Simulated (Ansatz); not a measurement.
```xyz
6
Lattice="2.5296 0.0000 0.0000 -1.2648 2.1907 0.0000 0.0000 0.0000 9.4402" Properties=species:S:1:pos:R:3 pbc="T T T"
C     0.0000    1.4605    5.9947
C     0.0000    0.0000    3.9309
Si    1.2648    0.7302    1.4601
C     0.0000    0.0000    5.5093
C     1.2648    0.7302    3.4455
Si    0.0000    1.4605    7.9801
```

Space group P-3m1; started from the ordered alloy on diamond lattice prototype, which need not be the ambient phase; computed pressure about 3 GPa in this cell.

All numbers below come from DFT, PBE, plane waves, PAW (Ansatz).

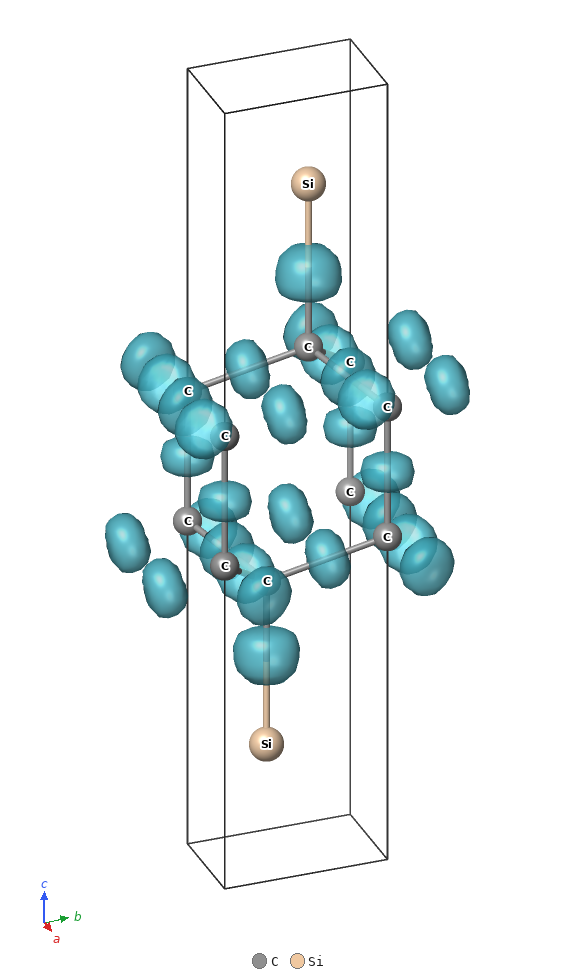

SiC2. Isosurface of the ELF at 0.85 (cyan), seen slightly off an axis. Only the valence region is drawn (cores and ρ < 0.01 e/Å³ removed). Sticks mark near contacts.

Describe the localisation domains.

At this value the surface marks out seven regions between bonded C–C atoms (shared pairs) and two regions between bonded C–Si atoms (shared pairs), counted in one cell of 6 atoms. Regions shared between cells count once. Profiles from the grid: C–C (1.54 Å): the ELF peaks at about 0.95 between the atoms, as expected for a covalent bond. Si–C (1.99 Å): the ELF peaks at about 0.95 between the atoms.
